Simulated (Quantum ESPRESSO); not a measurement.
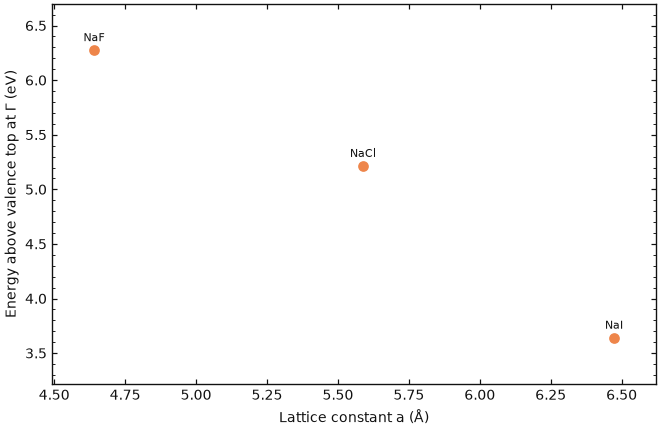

Lowest conduction level at Γ, counted from the valence-band top at Γ, for three rocksalt crystals against the lattice constant, each in its database cell. All by Quantum ESPRESSO with PBE, without spin-orbit coupling, no moments; potentials: SSSP 1.3 efficiency PBE.

Question: How does the value at Γ change from F to I?

Answer: NaF 6.27, NaCl 5.21 and NaI 3.64 eV: it falls at each step to the heavier element.

```csv
compound,a (Å),k mesh,Γ (eV)
NaF,4.640,10×10×10,6.27
NaCl,5.588,8×8×8,5.21
NaI,6.473,7×7×7,3.64
```

LDA, GGA and most meta-GGA functionals understate gaps. NaCl: the cell is a database's computed one. NaI: spin-orbit coupling is left out, which matters for I. The cells are as the databases list them, so they lie at different pressures for this functional.
